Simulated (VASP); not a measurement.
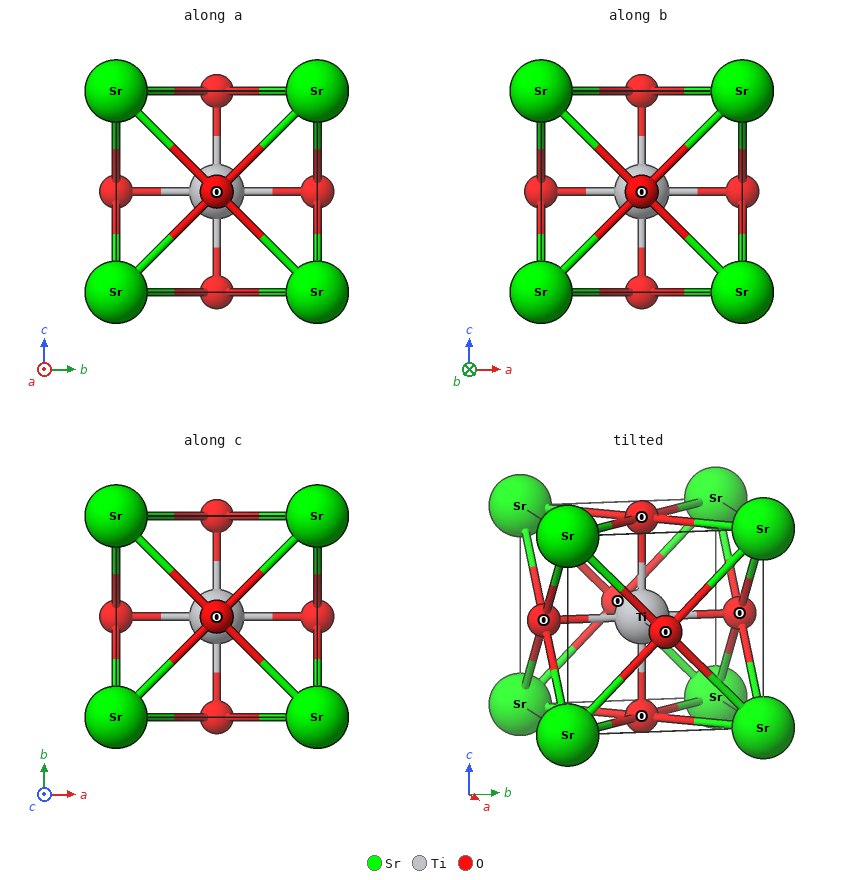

Crystal structure, ball-and-stick style, seen along the a axis, along the b axis, along the c axis and slightly off an axis. The conventional unit cell is drawn as a box.

Lattice parameters: a = 3.9069 Å, b = 3.9069 Å, c = 3.9069 Å, α = 90.000°, β = 90.000°, γ = 90.000°.

> Convert the drawing into a CIF in P1 with every atom of the cell.

```cif
data_structure
_symmetry_space_group_name_H-M 'P 1'
_symmetry_Int_Tables_number 1
_cell_length_a 3.9069
_cell_length_b 3.9069
_cell_length_c 3.9069
_cell_angle_alpha 90.000
_cell_angle_beta 90.000
_cell_angle_gamma 90.000
_cell_volume 59.63
loop_
_atom_site_label
_atom_site_type_symbol
_atom_site_fract_x
_atom_site_fract_y
_atom_site_fract_z
_atom_site_occupancy
Sr1 Sr 0.0000 0.0000 0.0000 1
Ti1 Ti 0.5000 0.5000 0.5000 1
O1 O 0.5000 0.5000 0.0000 1
O2 O 0.5000 0.0000 0.5000 1
O3 O 0.0000 0.5000 0.5000 1
```

The structure was taken from a structure type filled with these elements by a generator (whether the compound takes this form wasn't checked). Earlier steps of the study may have refined or changed the cell and positions. A calculation with VASP used it as input.
